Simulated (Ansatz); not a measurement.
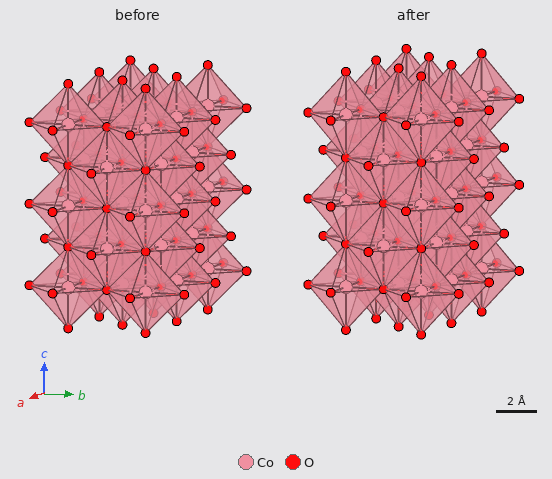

The structure of a crystal of CoO (set up in I4/mmm) before (left) and after (right) a relaxation, at one scale.

The picture is a polyhedral view of the larger cell on standard axes (4 times the calculation's cell), repeated 2 × 1 × 2 with one cell outlined, seen slightly off an axis.

Case: relaxed functional: r2SCAN.

Theory: Ansatz 0.2.0, DFT r2SCAN, scalar-relativistic, plane waves, PAW. Set-up: plane-wave cutoff 500 eV; k-point mesh 20 × 20 × 20; occupations gaussian; smearing width 0.1 eV; collinear spin; cell and atoms relaxed; force threshold 0.01 eV/Å; at most 60 steps.

Summarise the run.

The run was cut off at its time limit before the relaxation converged, so the last structure is only a point on the way. Over 3 accepted moves (4 points after the start) the energy falls by 26.6 meV per atom. All forces vanish by symmetry, so only the cell relaxes. Pressure: −1.68 GPa at the start and −0.03 GPa at the end. The line search rejected the trial step at point 3 of the run. The atoms keep their places relative to the cell (all moves are under 0.005 Å). The volume changes by −0.2 %, with a = b 4.265 → 4.147 Å (−2.8 %), c 4.215 → 4.452 Å (+5.6 %). Among the contacts that change: Co–O 2.107 → 2.226 Å, Co–O 2.133 → 2.073 Å. The space group stays I4/mmm (No. 139).
